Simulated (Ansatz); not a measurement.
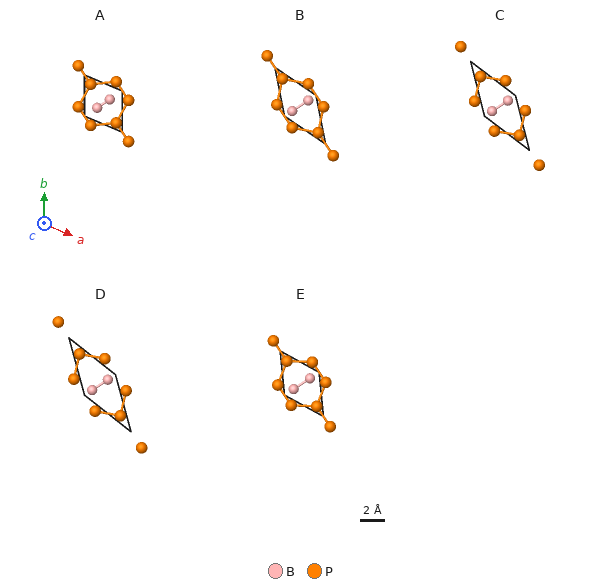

5 geometries from one relaxation of crystalline BP (built on the random type) (coarse preliminary run), in shuffled order. A ball-and-stick model of the cell of the calculation, seen along the c axis.

Case: random cell with space group Cmmm (No. 65).

Level of theory: DFT PBE, scalar-relativistic, plane waves, PAW in Ansatz 0.2.0. Set-up: plane-wave cutoff 420 eV; k-point mesh 6 × 6 × 4; occupations gaussian; smearing width 0.1 eV; no spin polarisation; cell and atoms relaxed; force threshold 0.04 eV/Å; at most 70 steps.

Order the frames from highest to lowest energy.

Answer. A, E, B, C, D. They are steps 0, 3, 7, 16, 26, at +1633 meV per atom, +421 meV per atom, +105 meV per atom, +32.2 meV per atom relative to the last. After 22 accepted moves (26 points after the start) the energy has fallen by 1633 meV per atom. Largest force component: 15 eV/Å at the start, 0.0029 eV/Å at the end. The pressure goes from 22.51 to 0.00 GPa. The line search rejected the trial step at point 19 of the run. The SCF was repeated 3 times at an unchanged geometry on a basis and grid sized afresh for the cell, which shifted the energy by 37.1 meV per atom at most. The largest moves relative to the cell, 0.28 Å, are those of B atoms. Largest moves by element: B 0.28 Å, P 0.08 Å. Cell: a = b 3.522 → 5.068 Å (+43.9 %), c 4.581 → 3.565 Å (−22.2 %), γ 113.0° → 143.5°. Volume +4.1 %. Near-neighbour distances that change, for instance: P–P 1.908 → 3.287 Å, B–B 2.591 → 1.563 Å, B–B 1.296 → 1.611 Å. New bonds form: B–B (2.59 → 1.56 Å). Bonds break: P–P (1.91 → 3.29 Å). Among the angles between lasting bonds that change: P–P–P 124.2° → 92.2°. The space group stays Cmmm (No. 65). The run took 55 s on 1 thread of Arm Neoverse V1, on a shared host, peak memory 0.33 GiB.
